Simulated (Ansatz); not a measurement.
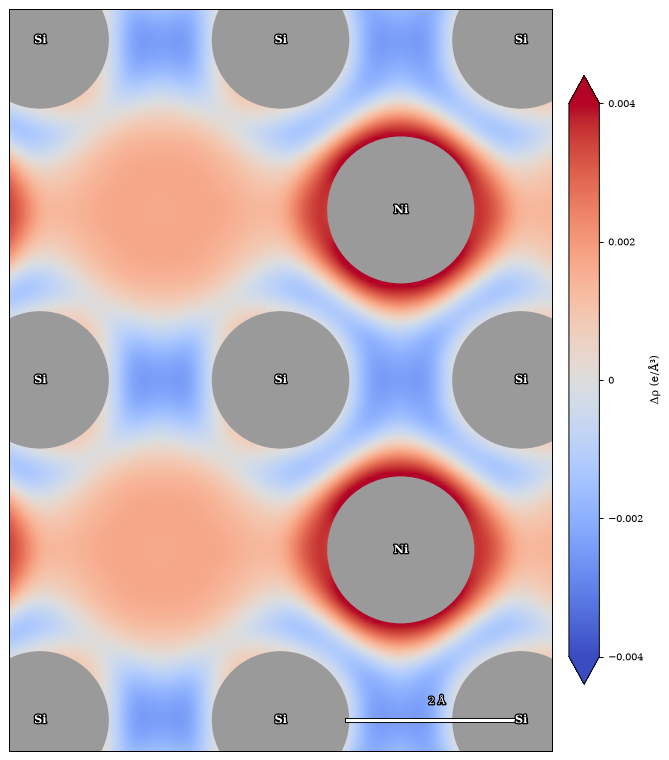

Si2Ni: difference of two self-consistent densities at the same geometry, ρ(PBEsol) − ρ(PBE), on the (011) plane of the conventional cell. Grey discs cover the cores, where the PAW densities can't be compared. Cores are masked to 0.8 Å (Si) and 0.8 Å (Ni).

Space group Fm-3m; spin-polarised.

Both runs: Ansatz, scalar-relativistic, plane waves and PAW, same cutoff, k-points and PAW files (made with PBE).

**What differs between the two levels of theory?**

Against PBE, and outside the masked cores, the largest gain lies at the edge of the masked core of Ni, and the largest loss, 0.002 e/Å³, lies 1.1 Å from a silicon nucleus.
Bader charges are Si +0.43 and Ni −0.87 e with PBE and Si +0.47 and Ni −0.94 e with PBEsol. Among metals such charges hang on how the charge between the atoms is shared out.
At this volume the pressure is 3 GPa with PBE and −2 GPa with PBEsol.
